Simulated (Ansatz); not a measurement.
In2P (slab)

```cif
data_structure
_symmetry_space_group_name_H-M 'P 1'
_symmetry_Int_Tables_number 1
_cell_length_a 4.2144
_cell_length_b 4.2144
_cell_length_c 17.9800
_cell_angle_alpha 90.000
_cell_angle_beta 90.000
_cell_angle_gamma 90.000
_cell_volume 319.35
loop_
_atom_site_label
_atom_site_type_symbol
_atom_site_fract_x
_atom_site_fract_y
_atom_site_fract_z
_atom_site_occupancy
In1 In 0.50000 0.50000 0.41713 1
P1 P 0.50000 0.00000 0.50000 1
In2 In 0.00000 0.00000 0.58287 1
```

Changed on purpose from its base cell (repeats removed: 2); not relaxed (largest force 0.6 eV/Å); computed without spin polarisation.

These are results of DFT PBE, scalar-relativistic, plane waves, PAW in Ansatz, not measurements.

What will maps of the valence pseudo-density and electron localisation function show?

Answer. In–P (2.58 Å): the density is about 0.4 e/Å³ at the midpoint; the ELF peaks at about 0.85 in the valence shell of P, 0.8 Å from its nucleus, and is about 0.45 at the midpoint.

Does the calculation make it a metal, or give it a gap?

Answer. It is metallic or semimetallic at this level of theory: no gap opens.

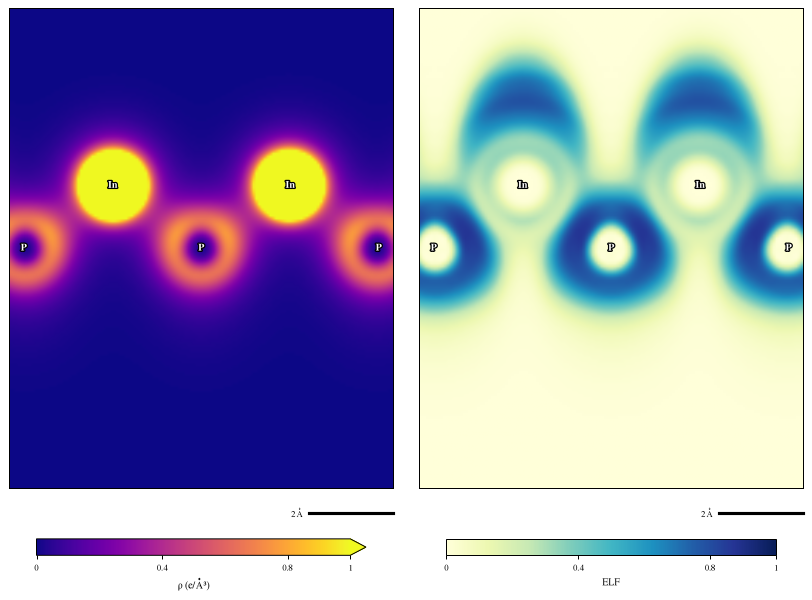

Computed valence pseudo-density and electron localisation function on the (010) plane of the calculation cell, a cut from vacuum to vacuum, in this order. 

Core electrons are frozen (PAW), and the valence fields are smoothed inside the atomic spheres.
